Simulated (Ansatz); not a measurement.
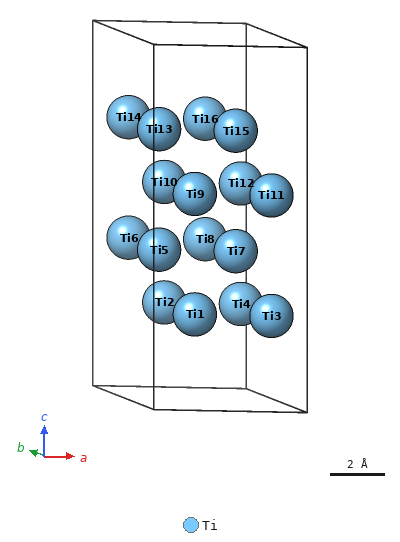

**Figure 1.** The input geometry (spheres-only view of the cell of the calculation, with the vacuum cut short, seen slightly off an axis; atoms are numbered from 1 in the order of the input). An atom can appear more than once, as a periodic image.

# Ti: geometry relaxation (part 1 of 3)

The run: geometry relaxation of Ti (slab, 16 atoms in the cell). Method and program: DFT PBE+D3(BJ), scalar-relativistic, plane waves, PAW, no spin polarisation (Ansatz 0.2.0).

The structure derives from an entry of the Crystallography Open Database. The input holds or restrains some coordinates. Forces given for the steps count only the free coordinates. It belongs to a series of runs on one base structure; here: clean slab, lower planes held. Figures and captions count atoms from 1; the log counts them from 0 in places.

### The program's output
```
Engine: ansatz 0.2.0, x86_64-unknown-linux-gnu
Pseudopotentials: kind: paw
Pseudopotential: Ti, paw, valence charge 12, recommended cutoff 420 eV (normal), Ti.paw.azcp
Functional definition: PBE
  parameter kappa = 0.804
  parameter beta = 0.06672455060314922
  exchange = pbe_x(kappa = kappa, mu = beta*pi^2/3)
  correlation = pbe_c(beta = beta)
Crystal: 16 atoms, lattice volume = 659.813 Å³
Basis set: ecut = 420 eV, 12929 PW (Γ), exchange–correlation on 80×80×320 points (8 copies of the dense FFT grid, shifted against one another)
Bands: 116, of which v1, the nominal top of the filled ones, is band 96 counted from 1 (95 counted from 0)
Symmetry: 24 space group operations
k-points: 4 of 16 (time reversal used)
Non-local potential: Ti, projectors of the file, l = 0: 3, l = 1: 2, l = 2: 3, l = 3: 1
PAW form: soft (Blöchl's): semilocal exchange-correlation on the pseudo side does not see the compensation charge
PAW one-centre angular grid: Ti, 590 points (default); XC on 64 Gauss nodes
Initial density: superposition of atomic densities (neutral atoms: chi_scale 0, normalization atom), corrected by the library's trained network
Initial wavefunctions: pseudopotential atomic-orbital guess
Functional: x = pbe(κ = 0.804, μ = 0.2195149727645171), c = pbe(β = 0.06672455060314922)
SCF iter   1: F=—  HF=-39994.665618 eV  |F-HF|=—  |Δ(HF+E_count)|=         —  Δρ=7.52e-3  dr2=1.97e0  ethr=1.77e-3  p=0.000 e·Å  D=4.37e-14 V/Å  ΔV_dip=-0.00 eV  dr2_dipole=5.57e-8  V_vac-E_F(+/−)=4.21/4.21 eV  ⟨swp⟩=10.2  Hψ=2312  notcnv=0
efield: sawtooth ramp at fractional position 0.9800 (placed from the atoms, in the widest stretch of the axis that holds none; the zero of the levels goes with the place), width 0.0400; the density the first Hamiltonian is built on has a dipole p = 0.000 e·Å; the dipole correction subtracts the counter field D = 4.37e-14 V/Å, which shifts the + side's vacuum level by -0.00 eV against the − side's; the planar-averaged density in the ramp window peaks in size at 8.8e-5 e/Å³
preconditioner: auto → LDOS  [metal: Δε(μ)=0.037 eV  Ē_g=2.175 eV  σ=0.100 eV  W_gap=0.20  n_scr=112 (ndim 8)  ℏωp=11.6 eV  f_vac=0.520  D(μ)=24.80/eV (n_scr^D=216)  β→1.0]
SCF iter   2: F=—  HF=-39994.639080 eV  |F-HF|=—  |Δ(HF+E_count)|=   2.65e-2  Δρ=3.88e-3  dr2=5.10e-1  ethr=1.03e-3  p=0.000 e·Å  D=1.78e-6 V/Å  ΔV_dip=-0.00 eV  dr2_dipole=9.43e-8  V_vac-E_F(+/−)=4.47/4.47 eV  ⟨swp⟩=2.0  Hψ=604  notcnv=0  defer=16
SCF iter   3: F=—  HF=-39994.626815 eV  |F-HF|=—  |Δ(HF+E_count)|=   1.23e-2  Δρ=6.20e-4  dr2=5.63e-3  ethr=2.66e-4  p=0.000 e·Å  D=1.12e-6 V/Å  ΔV_dip=-0.00 eV  dr2_dipole=2.35e-9  V_vac-E_F(+/−)=4.47/4.47 eV  ⟨swp⟩=2.0  Hψ=511  notcnv=0  defer=18
SCF iter   4: F=—  HF=-39994.627843 eV  |F-HF|=—  |Δ(HF+E_count)|=   1.03e-3  Δρ=2.52e-4  dr2=6.76e-4  ethr=2.93e-6  p=0.000 e·Å  D=1.29e-6 V/Å  ΔV_dip=-0.00 eV  dr2_dipole=1.46e-9  V_vac-E_F(+/−)=4.50/4.50 eV  ⟨swp⟩=2.5  Hψ=621  notcnv=0  defer=5
SCF iter   5: F=—  HF=-39994.627967 eV  |F-HF|=—  |Δ(HF+E_count)|=   1.24e-4  Δρ=1.10e-4  dr2=9.89e-5  ethr=3.52e-7  p=0.000 e·Å  D=4.76e-7 V/Å  ΔV_dip=-0.00 eV  dr2_dipole=2.97e-11  V_vac-E_F(+/−)=4.50/4.50 eV  ⟨swp⟩=2.0  Hψ=575  notcnv=0  defer=5
SCF iter   6: F=-39994.627979 eV  HF=-39994.627978 eV  |F-HF|=6.93e-7  |Δ(HF+E_count)|=   1.10e-5  Δρ=2.41e-5  dr2=4.41e-6  ethr=1.17e-8  p=0.000 e·Å  D=8.01e-8 V/Å  ΔV_dip=-0.00 eV  dr2_dipole=3.71e-16  V_vac-E_F(+/−)=4.51/4.51 eV  ⟨swp⟩=25.2  Hψ=4980  notcnv=0
SCF 1 converged in 6 iterations: F = -39994.627979 eV  dr2 = 4.41e-6
  greatest PAW one-centre occupation: 0.999 electrons in one spin orbital (limit 2), on the Ti atom at site 11 (counted from 0), in its partial waves of l = 0
relax step   1: F+E_penalty+E_count = -39994.62797901 eV  Δ(F+E_penalty+E_count) = +0.000e0 eV  max|allowed force component| = 6.596e-1 eV/Å  Δτ_max = 0.0000 Å  (6 SCF iters, dr2 threshold 2.25e-5 eV, accepted)
Initial density: handed on by an earlier stage of this run
Initial wavefunctions: those handed on with the density
SCF iter   1: F=—  HF=-39995.147733 eV  |F-HF|=—  |Δ(HF+E_count)|=         —  Δρ=1.35e-2  dr2=1.22e1  ethr=3.10e-3  p=0.000 e·Å  D=3.32e-6 V/Å  ΔV_dip=-0.00 eV  dr2_dipole=2.45e0  V_vac-E_F(+/−)=4.52/4.52 eV  ⟨swp⟩=3.5  Hψ=974  notcnv=0  defer=11
efield: sawtooth ramp at fractional position 0.9800 (handed on by an earlier solve), width 0.0400; the density the first Hamiltonian is built on has a dipole p = 0.000 e·Å; the dipole correction subtracts the counter field D = 3.32e-6 V/Å, which shifts the + side's vacuum level by -0.00 eV against the − side's; the planar-averaged density in the ramp window peaks in size at 8.2e-6 e/Å³
preconditioner: auto → LDOS  [metal: Δε(μ)=0.012 eV  Ē_g=2.210 eV  σ=0.100 eV  W_gap=0.07  n_scr=112 (ndim 8)  ℏωp=11.6 eV  f_vac=0.522  D(μ)=29.37/eV (n_scr^D=266)  β→1.0]
SCF iter   2: F=—  HF=-39994.834988 eV  |F-HF|=—  |Δ(HF+E_count)|=   3.13e-1  Δρ=6.69e-3  dr2=1.18e0  ethr=3.10e-3  p=0.031 e·Å  D=8.42e-3 V/Å  ΔV_dip=-0.19 eV  dr2_dipole=4.73e-3  V_vac-E_F(+/−)=4.33/4.52 eV  ⟨swp⟩=2.0  Hψ=722  notcnv=0  defer=15
SCF iter   3: F=—  HF=-39994.725503 eV  |F-HF|=—  |Δ(HF+E_count)|=   1.09e-1  Δρ=2.20e-3  dr2=2.14e-1  ethr=6.12e-4  p=0.017 e·Å  D=4.65e-3 V/Å  ΔV_dip=-0.11 eV  dr2_dipole=5.97e-2  V_vac-E_F(+/−)=4.43/4.54 eV  ⟨swp⟩=3.0  Hψ=814  notcnv=0  defer=15
SCF iter   4: F=—  HF=-39994.712585 eV  |F-HF|=—  |Δ(HF+E_count)|=   1.29e-2  Δρ=7.90e-4  dr2=3.64e-2  ethr=1.11e-4  p=0.016 e·Å  D=4.35e-3 V/Å  ΔV_dip=-0.10 eV  dr2_dipole=1.33e-2  V_vac-E_F(+/−)=4.44/4.54 eV  ⟨swp⟩=2.0  Hψ=584  notcnv=0  defer=15
SCF iter   5: F=—  HF=-39994.712522 eV  |F-HF|=—  |Δ(HF+E_count)|=   6.25e-5  Δρ=1.67e-4  dr2=3.38e-4  ethr=1.90e-5  p=0.015 e·Å  D=4.17e-3 V/Å  ΔV_dip=-0.10 eV  dr2_dipole=4.46e-5  V_vac-E_F(+/−)=4.45/4.54 eV  ⟨swp⟩=1.8  Hψ=480  notcnv=0  defer=15
SCF iter   6: F=—  HF=-39994.712626 eV  |F-HF|=—  |Δ(HF+E_count)|=   1.04e-4  Δρ=5.54e-5  dr2=2.44e-5  ethr=1.76e-7  p=0.015 e·Å  D=4.11e-3 V/Å  ΔV_dip=-0.09 eV  dr2_dipole=4.77e-7  V_vac-E_F(+/−)=4.45/4.55 eV  ⟨swp⟩=3.0  Hψ=663  notcnv=0  defer=15
SCF iter   7: F=-39994.712651 eV  HF=-39994.712652 eV  |F-HF|=1.64e-6  |Δ(HF+E_count)|=   2.63e-5  Δρ=2.03e-5  dr2=6.42e-6  ethr=1.27e-8  p=0.015 e·Å  D=4.04e-3 V/Å  ΔV_dip=-0.09 eV  dr2_dipole=8.41e-7  V_vac-E_F(+/−)=4.46/4.55 eV  ⟨swp⟩=24.5  Hψ=4933  notcnv=0
SCF 2 converged in 7 iterations: F = -39994.712651 eV  dr2 = 6.42e-6
relax step   2: F+E_penalty+E_count = -39994.71265064 eV  Δ(F+E_penalty+E_count) = -8.467e-2 eV  max|allowed force component| = 4.339e-1 eV/Å  Δτ_max = 0.1086 Å  (7 SCF iters, dr2 threshold 2.72e-5 eV, accepted)
iter 1 solved again at ethr=5.07e-4 eV; its pass at ethr=3.10e-3 eV (dr2=9.74e-1 eV) is discarded
SCF iter   1: F=—  HF=-39994.819601 eV  |F-HF|=—  |Δ(HF+E_count)|=         —  Δρ=4.28e-3  dr2=8.20e-1  ethr=5.07e-4  p=0.015 e·Å  D=4.04e-3 V/Å  ΔV_dip=-0.09 eV  dr2_dipole=2.76e-2  V_vac-E_F(+/−)=4.45/4.54 eV  ⟨swp⟩=1.0  Hψ=1254  notcnv=0  defer=18
efield: sawtooth ramp at fractional position 0.9800 (handed on by an earlier solve), width 0.0400; the density the first Hamiltonian is built on has a dipole p = 0.015 e·Å; the dipole correction subtracts the counter field D = 4.04e-3 V/Å, which shifts the + side's vacuum level by -0.09 eV against the − side's; the planar-averaged density in the ramp window peaks in size at 6.1e-6 e/Å³
preconditioner: auto → LDOS  [metal: Δε(μ)=0.024 eV  Ē_g=2.199 eV  σ=0.100 eV  W_gap=0.14  n_scr=112 (ndim 8)  ℏωp=11.6 eV  f_vac=0.519  D(μ)=28.79/eV (n_scr^D=266)  β→1.0]
SCF iter   2: F=—  HF=-39994.782748 eV  |F-HF|=—  |Δ(HF+E_count)|=   3.69e-2  Δρ=2.78e-3  dr2=2.20e-1  ethr=4.27e-4  p=0.005 e·Å  D=1.27e-3 V/Å  ΔV_dip=-0.03 eV  dr2_dipole=5.29e-5  V_vac-E_F(+/−)=4.52/4.55 eV  ⟨swp⟩=2.5  Hψ=658  notcnv=0  defer=18
SCF iter   3: F=—  HF=-39994.771146 eV  |F-HF|=—  |Δ(HF+E_count)|=   1.16e-2  Δρ=8.12e-4  dr2=1.74e-2  ethr=1.15e-4  p=0.009 e·Å  D=2.45e-3 V/Å  ΔV_dip=-0.06 eV  dr2_dipole=9.58e-5  V_vac-E_F(+/−)=4.49/4.55 eV  ⟨swp⟩=2.0  Hψ=632  notcnv=0  defer=18
SCF iter   4: F=—  HF=-39994.769790 eV  |F-HF|=—  |Δ(HF+E_count)|=   1.36e-3  Δρ=2.29e-4  dr2=6.21e-4  ethr=9.08e-6  p=0.009 e·Å  D=2.35e-3 V/Å  ΔV_dip=-0.05 eV  dr2_dipole=4.20e-5  V_vac-E_F(+/−)=4.49/4.55 eV  ⟨swp⟩=3.5  Hψ=729  notcnv=0  defer=18
SCF iter   5: F=—  HF=-39994.769883 eV  |F-HF|=—  |Δ(HF+E_count)|=   9.30e-5  Δρ=6.48e-5  dr2=2.16e-5  ethr=3.23e-7  p=0.008 e·Å  D=2.31e-3 V/Å  ΔV_dip=-0.05 eV  dr2_dipole=1.35e-6  V_vac-E_F(+/−)=4.49/4.54 eV  ⟨swp⟩=2.5  Hψ=617  notcnv=0  defer=18
SCF iter   6: F=-39994.769913 eV  HF=-39994.769911 eV  |F-HF|=1.74e-6  |Δ(HF+E_count)|=   2.87e-5  Δρ=2.24e-5  dr2=5.76e-6  ethr=6.13e-9  p=0.009 e·Å  D=2.34e-3 V/Å  ΔV_dip=-0.05 eV  dr2_dipole=2.93e-7  V_vac-E_F(+/−)=4.49/4.54 eV  ⟨swp⟩=24.8  Hψ=4981  notcnv=0
SCF 3 converged in 6 iterations: F = -39994.769913 eV  dr2 = 5.76e-6
relax step   3: F+E_penalty+E_count = -39994.76991321 eV  Δ(F+E_penalty+E_count) = -5.726e-2 eV  max|allowed force component| = 4.160e-2 eV/Å  Δτ_max = 0.0504 Å  (6 SCF iters, dr2 threshold 1.18e-5 eV, accepted)
SCF iter   1: F=—  HF=-39994.771444 eV  |F-HF|=—  |Δ(HF+E_count)|=         —  Δρ=8.58e-4  dr2=6.06e-2  ethr=7.36e-5  p=0.009 e·Å  D=2.34e-3 V/Å  ΔV_dip=-0.05 eV  dr2_dipole=1.55e-2  V_vac-E_F(+/−)=4.49/4.54 eV  ⟨swp⟩=2.0  Hψ=629  notcnv=0  defer=9
efield: sawtooth ramp at fractional position 0.9800 (handed on by an earlier solve), width 0.0400; the density the first Hamiltonian is built on has a dipole p = 0.009 e·Å; the dipole correction subtracts the counter field D = 2.34e-3 V/Å, which shifts the + side's vacuum level by -0.05 eV against the − side's; the planar-averaged density in the ramp window peaks in size at 5.9e-6 e/Å³
preconditioner: auto → LDOS  [metal: Δε(μ)=0.032 eV  Ē_g=2.202 eV  σ=0.100 eV  W_gap=0.18  n_scr=112 (ndim 8)  ℏωp=11.6 eV  f_vac=0.519  D(μ)=27.69/eV (n_scr^D=254)  β→1.0]
SCF iter   2: F=—  HF=-39994.770369 eV  |F-HF|=—  |Δ(HF+E_count)|=   1.07e-3  Δρ=2.98e-4  dr2=1.71e-3  ethr=3.15e-5  p=0.009 e·Å  D=2.42e-3 V/Å  ΔV_dip=-0.06 eV  dr2_dipole=2.14e-5  V_vac-E_F(+/−)=4.49/4.54 eV  ⟨swp⟩=1.0  Hψ=536  notcnv=0  defer=9
SCF iter   3: F=—  HF=-39994.770346 eV  |F-HF|=—  |Δ(HF+E_count)|=   2.29e-5  Δρ=1.29e-4  dr2=5.49e-4  ethr=8.92e-7  p=0.009 e·Å  D=2.43e-3 V/Å  ΔV_dip=-0.06 eV  dr2_dipole=6.11e-5  V_vac-E_F(+/−)=4.49/4.54 eV  ⟨swp⟩=2.2  Hψ=687  notcnv=0  defer=9
SCF iter   4: F=—  HF=-39994.770323 eV  |F-HF|=—  |Δ(HF+E_count)|=   2.35e-5  Δρ=3.03e-5  dr2=4.21e-5  ethr=2.86e-7  p=0.009 e·Å  D=2.40e-3 V/Å  ΔV_dip=-0.05 eV  dr2_dipole=8.68e-6  V_vac-E_F(+/−)=4.49/4.54 eV  ⟨swp⟩=2.0  Hψ=566  notcnv=0  defer=9
SCF iter   5: F=—  HF=-39994.770378 eV  |F-HF|=—  |Δ(HF+E_count)|=   5.52e-5  Δρ=8.15e-6  dr2=1.98e-6  ethr=2.20e-8  p=0.009 e·Å  D=2.38e-3 V/Å  ΔV_dip=-0.05 eV  dr2_dipole=3.46e-7  V_vac-E_F(+/−)=4.49/4.54 eV  ⟨swp⟩=2.0  Hψ=582  notcnv=0  defer=9
SCF iter   6: F=—  HF=-39994.770379 eV  |F-HF|=—  |Δ(HF+E_count)|=   6.53e-7  Δρ=3.17e-6  dr2=1.98e-7  ethr=1.03e-9  p=0.009 e·Å  D=2.37e-3 V/Å  ΔV_dip=-0.05 eV  dr2_dipole=4.17e-9  V_vac-E_F(+/−)=4.49/4.54 eV  ⟨swp⟩=2.5  Hψ=682  notcnv=0  defer=9
SCF iter   7: F=-39994.770379 eV  HF=-39994.770379 eV  |F-HF|=8.01e-9  |Δ(HF+E_count)|=   1.61e-7  Δρ=1.00e-6  dr2=2.05e-8  ethr=5.21e-11  p=0.009 e·Å  D=2.36e-3 V/Å  ΔV_dip=-0.05 eV  dr2_dipole=1.79e-10  V_vac-E_F(+/−)=4.49/4.54 eV  ⟨swp⟩=18.5  Hψ=3435  notcnv=0
SCF 4 converged in 7 iterations: F = -39994.770379 eV  dr2 = 2.05e-8
relax step   4: F+E_penalty+E_count = -39994.77037900 eV  Δ(F+E_penalty+E_count) = -4.658e-4 eV  max|allowed force component| = 4.266e-3 eV/Å  Δτ_max = 0.0069 Å  (7 SCF iters, accepted)
```

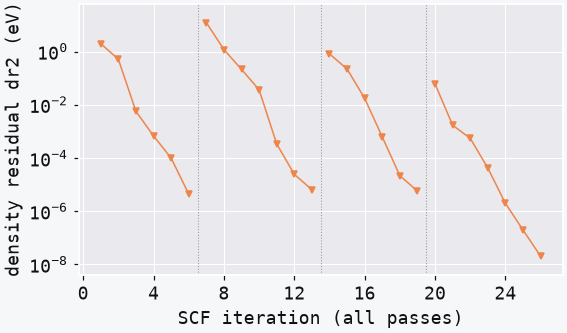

**Figure 2.** Convergence of the self-consistent field: density residual dr2 against the SCF iteration. The dotted lines part the SCF passes of the relaxation: geometry steps, rejected trials and re-solves on a re-selected basis. The passes take 6, 7, 6 and 7 iterations.

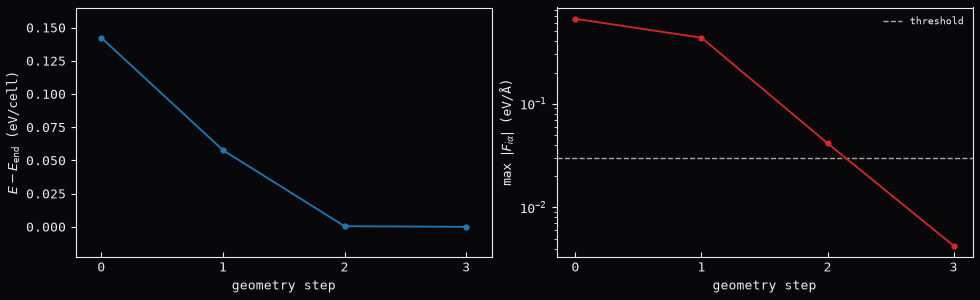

**Figure 3.** Progress of the restrained relaxation, step by step (the first geometry is step 0 here and step 1 in the log).

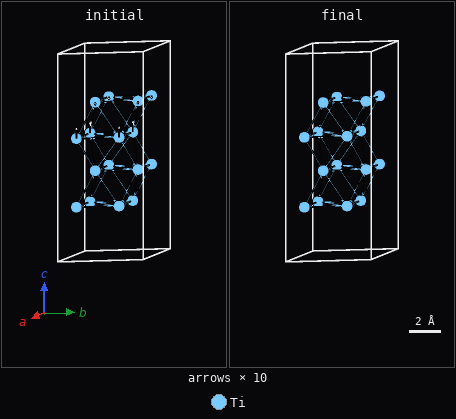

**Figure 4.** Before (left) and after (right) the restrained relaxation, at one scale (ball-and-stick view of the cell of the calculation, with the vacuum cut short, seen slightly off an axis). The white arrows give the displacements, magnified 10 times. Over 3 geometry steps the energy falls by 0.142 eV per cell of the calculation. Largest force component: 0.66 eV/Å at the start, 0.0043 eV/Å at the end. The largest moves, 0.085 Å, are those of Ti9, Ti10, Ti11 and Ti12. The cell doesn't change. Among the contacts that change: Ti10–Ti13 2.830 → 2.740 Å, Ti5–Ti10 2.830 → 2.899 Å. (Atoms are counted from 1 in the order of the input.)

```
WARN: The output density's exchange-correlation potential varies sharply where the density is thin. Do not read a vacuum level from v_tot or v_xc, or from such a field of the output density. On a cell that repeats whose density bears no net charge and no dipole along the vacuum's axis use v_es (v_loc + v_h of the components); under efield.dipole_correction with no amplitude use v_es + v_field, which holds any external_charges[].barrier, or the levels of the report's work_function block, which leave it out; under a non-zero efield.amplitude the vacuum is tilted and has no level; on a cell that repeats and bears such a dipole with no correction it is tilted too, and efield.dipole_correction with no amplitude gives each side of its ramp a level where efield: is served; in a cell that repeats whose density bears a net charge (total_charge, or a fill off its count) it is curved and has none; of a slab under crystal.periodic whose density bears no net charge use v_es, which has a level on each side, short of where the two are joined; of another it falls or rises all the way out and has none; of a slab beside external_charges read slab_vacuum_level instead, which it has where they leave it neutral. The grid or the basis barely resolves most such structure, and the values can differ between equally converged runs; as a rule a tighter scf.convergence.dr2_threshold does not remove it. Where the density itself ripples (under the LDA too) a higher basis.ecutwfc lessens it. The files hold the spikes' plane waves up to the density's cutoff. Files: v_tot_of_output_density and the like, and their columns of v_z.tsv (output.write_potential); v_xc_of_output_density and the like, and their columns of v_comp_z.tsv (output.write_potential_components). Measured: with its Gaussian average of σ = 0.25 Å subtracted twice, the exchange-correlation potential is over 0.1 eV at 752 of the grid points where the equally averaged density (valence and model cores) is under 1e-3 e/Å³, and 1.12 eV at the most among them, at an averaged density of 3.4e-8 e/Å³. See output.write_potential in the manual, Limitations
SCF converged after 7 iterations
Free energy (F): -39994.770379 eV
Harris-Foulkes:  -39994.770379 eV  (|F-HF|=8.01e-9)
Internal energy: -39994.631487 eV  (E = F + TS)
E sigma→0 (E₀):  -39994.700933 eV
Entropy (-TS):   -0.138892 eV (-8.681 meV/atom)
Fermi energy:    3.133221 eV
Dipole field:    D = 0.002370 V/Å  (p = 0.008643 e·Å, saw-weighted, corrected)
Work function:   Φ+ = 4.4878 eV   Φ− = 4.5420 eV
Levels:          The Fermi level and band energies are counted from a zero that moves with the ramp; work functions are not
--- Per-component energies (eV) ---
  E_band       = -4471.912668
  E_kinetic    = 4364.033618
  E_local      = -175471.373680  (includes V_loc(G=0)·N_el)
  E_nonlocal   = 138.022595
  E_hartree    = 85592.286142
  E_xc         = -1555.150782
  E_vxc        = -1945.115658  (∫ρ·V_xc dr)
  E_paw        = -16766.086421  (= ΣΔE_a)
  E_vpaw       = -2742.075140  (= ΣTr[D̂ρ^β])
  E_aug_tail   = 0.001840  (compensation charges beyond the density's cutoff)
  E_efield     = 0.000010  (sawtooth field / dipole correction)
  E_vefield    = -0.006633  (∫n·V_field dr)
  E_ewald      = 63711.115510
  E_disp       = -7.480319  (pairwise vdW)
  E_smearing   = -0.138892  (= −TS)
  E_closure    = 0.000000  (closes the sum)
  Σ components = -39994.770379   (vs F -39994.770379, Δ=0.00e0)
--- Forces (eV/Å), atoms counted from 1 ---
  atom   1  Ti     0.00000000     0.00000000     0.48632763
  atom   2  Ti     0.00000000     0.00000000     0.48632763
  atom   3  Ti     0.00000000     0.00000000     0.48632763
  atom   4  Ti     0.00000000     0.00000000     0.48632763
  atom   5  Ti    -0.00000000    -0.00000000    -0.49153706
  atom   6  Ti    -0.00000000    -0.00000000    -0.49153706
  atom   7  Ti    -0.00000000    -0.00000000    -0.49153706
  atom   8  Ti    -0.00000000    -0.00000000    -0.49153706
  atom   9  Ti     0.00000000     0.00000000     0.00426630
  atom  10  Ti     0.00000000     0.00000000     0.00426630
  atom  11  Ti     0.00000000     0.00000000     0.00426630
  atom  12  Ti     0.00000000     0.00000000     0.00426630
  atom  13  Ti    -0.00000000    -0.00000000     0.00091984
  atom  14  Ti    -0.00000000    -0.00000000     0.00091984
  atom  15  Ti    -0.00000000    -0.00000000     0.00091984
  atom  16  Ti    -0.00000000    -0.00000000     0.00091984
  max |Σ_I F_I| component: 9.31e-5 eV/Å
--- Band table (eV) ---
```
